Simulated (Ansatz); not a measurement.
System: GaO, space group P6_3/mmc (No. 194) (cell built by us, not taken from a database).

Input file:
```
crystal:
  lattice:
    - [3.1046628427, 0.0, 0.0]
    - [-1.5523314213, 2.688716892, 0.0]
    - [0.0, 0.0, 13.9146021099]
  atoms:
    - { symbol: Ga, position: [0.3333333333, 0.6666666667, 0.1599723233] }
    - { symbol: Ga, position: [0.6666666667, 0.3333333333, 0.6599723233] }
    - { symbol: Ga, position: [0.3333333333, 0.6666666667, 0.3400276767] }
    - { symbol: Ga, position: [0.6666666667, 0.3333333333, 0.8400276767] }
    - { symbol: O, position: [0.3333333333, 0.6666666667, 0.6076662279] }
    - { symbol: O, position: [0.6666666667, 0.3333333333, 0.1076662279] }
    - { symbol: O, position: [0.3333333333, 0.6666666667, 0.8923337721] }
    - { symbol: O, position: [0.6666666667, 0.3333333333, 0.3923337721] }
basis:
  ecutwfc: 420
kpoints:
  mp_grid: { grid: [12, 12, 2] }
hamiltonian:
  xc: pbe
scf:
  occupations: { method: fixed }
output:
  eigenvalues: true
phonons:
  method: dfpt
  dielectric: true
  rigid_motions: translations
  eigenvectors: true
```

Launched with:
```bash
ansatz run input.yaml --threads 2 --pin off --max-ram 6144MiB --backend cpu --events-out ev --progress --plain --runs-dir out
```

How it was computed, with Ansatz 0.2.0: harmonic phonon frequencies at the zone centre with atoms at rest in the given cell, without the long-range term of polar modes, the three translations left out, imaginary frequencies are negative; plane waves with PAW datasets, Γ-centred k mesh. Level: PBE, no spin polarisation.

```json
{"setting": "wave cutoff", "value": "420 eV"}
{"setting": "k mesh", "value": "12×12×2"}
{"setting": "occupations", "value": "fixed"}
{"setting": "pressure", "value": "0 GPa"}
{"setting": "phonon method", "value": "linear response"}
```

Describe the result: the zone-centre optical phonon frequencies (the three acoustic modes are left out).

No frequency is imaginary, so the structure is stable to these displacements (zone-boundary modes weren't tested here). The highest mode lies at 490.7 cm⁻¹ (without the field of polar modes). The optical modes lie at 19.0, 21.9 (×2), 74.8 (×2), 77.6 (×2), 196.2, 197.5, 402.6, 451.3 (×4), 452.0 (×4), 477.4, 487.2, 490.7 cm⁻¹.

```csv
frequency (cm⁻¹)
19.0
21.9
21.9
74.8
74.8
77.6
77.6
196.2
197.5
402.6
451.3
451.3
451.5
451.5
452.0
452.0
452.2
452.2
477.4
487.2
490.7
```

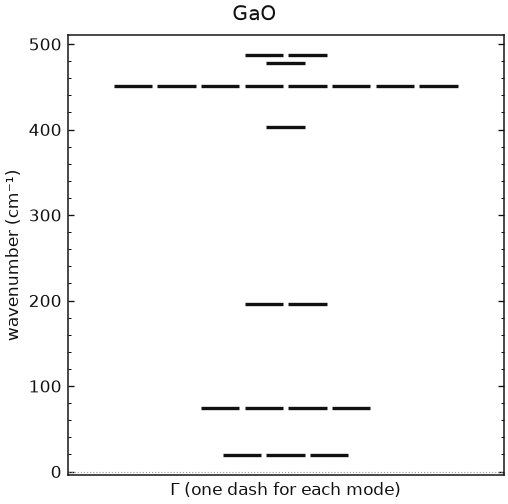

Keep in mind: field response not converged on the k mesh; weakly bound, no dispersion correction.
